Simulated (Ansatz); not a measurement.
System: OH on a slab of content CuO.

Starting cell:
```
CELL_PARAMETERS angstrom
2.89410 0.00000 0.00000
0.01170 2.89410 0.00000
0.00000 0.00000 25.91100
ATOMIC_POSITIONS crystal
O 0.50000 0.50010 0.32805
Cu 0.50012 0.00012 0.37718
O 0.50021 0.50013 0.42631
Cu 0.00023 0.50023 0.47544
O 0.50024 0.50033 0.52452
Cu 0.50030 0.00033 0.57368
O 0.50036 0.50033 0.62278
Cu 0.00036 0.50037 0.66829
```

One of the inputs:
```
crystal:
  lattice:
    - [2.8941129938, 0.0, 0.0]
    - [0.0116739599, 2.8940894491, 0.0]
    - [0.0, 0.0, 28.7910424567]
  atoms:
    - { symbol: O, position: [0.5000182939, 0.5000980343, 0.2952307133] }
    - { symbol: Cu, position: [0.5001163282, 0.0001163282, 0.3394460648] }
    - { symbol: O, position: [0.5002143625, 0.5001346221, 0.3836614165] }
    - { symbol: Cu, position: [0.0002326564, 0.5002326564, 0.4278767681] }
    - { symbol: O, position: [0.5002393362, 0.5003257166, 0.4720523456] }
    - { symbol: Cu, position: [0.5002992441, 0.0003277119, 0.5162961178] }
    - { symbol: O, position: [0.5003598438, 0.5003324091, 0.56048068] }
    - { symbol: Cu, position: [0.000358202, 0.5003653065, 0.6014362935] }
    - { symbol: O, position: [0.000358202, 0.5003653065, 0.6702076831] }
    - { symbol: H, position: [0.1239992075, 0.4380960492, 0.7007727452] }
basis:
  ecutwfc: 420
kpoints:
  mp_grid: { grid: [10, 10, 1] }
hamiltonian:
  xc: pbesol
scf:
  occupations: { method: gaussian, width: 0.1 }
output:
  forces: true
  eigenvalues: true
  write_density: true
  write_potential: true
  elf: true
  volumetric_format: npy
relax:
  adjacent_minimum: "off"
  f_tol: 0.03
  max_steps: 70
  constraints: [{ sites: [0, 1, 2, 3] }]
efield:
  axis: 3
  dipole_correction: true
  ramp_width: 0.04
```

Launched with:
```bash
ansatz run input.yaml --threads 4 --pin off --max-ram 10240MiB --backend cpu --events-out ev --progress --plain --runs-dir out
```

How it was computed, with Ansatz 0.2.0: adsorption at several starting sites on a slab cut from the named crystal, one adsorbate a surface cell, the lower planes held, the adsorption energy counts from the clean slab and the free, spin-polarised adsorbate, negative where bound, plane waves with PAW datasets, Γ-centred k mesh. Level: PBEsol, no spin polarisation.

- crystal formula: CuO
- crystal space group number: 15
- Miller index h: 0
- Miller index k: 0
- Miller index l: 1
- top plane: Cu
- bottom plane: O
- planes: 8
- surface cell: (1, 1)
- slab thickness as cut: 8.91 Å
- vacuum: 17 Å
- surface area: 8.376 Å²
- wave cutoff: 420 eV
- k mesh: 10×10×1
- occupations: Gaussian
- smearing width: 0.1 eV
- boundary: dipole corrected
- adsorbate: OH

Sites are named by a rule of distances and placed in fractions of the cell vectors a and b; the slab's top layers relax too; key: 1 = top site at (0.00, 0.50); 2 = hollow site at (0.50, 0.00).

What does the calculation give for the adsorption energy of each starting site?

The adsorbate slid sideways from no. 2 (by 1.1 Å). Among these starts the lowest is no. 2, at −3.979 eV; no. 1 is 0.738 eV higher. The height over highest slab atom, in Å, is 1.774 for no. 1 and 1.258 for no. 2. The lateral move, in Å, is 0.05 for no. 1 and 1.13 for no. 2. The dipole change, in e Å, is −0.085 for no. 1 and −0.003 for no. 2.

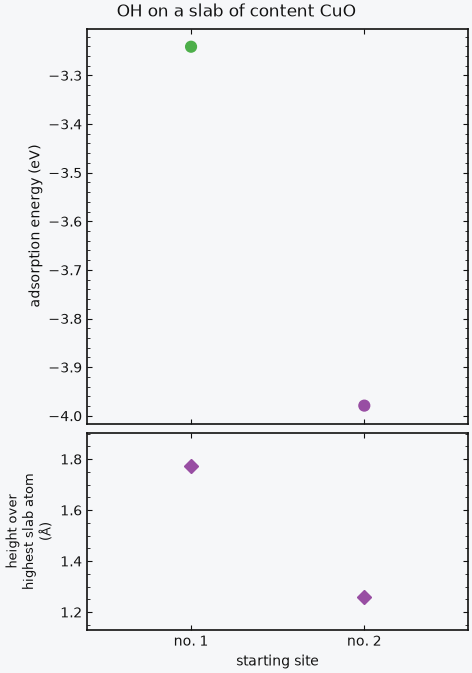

Limits of the calculation: highest levels loosely converged; no spin polarisation, a magnetic state may lie lower; xc potential rough in thin density.
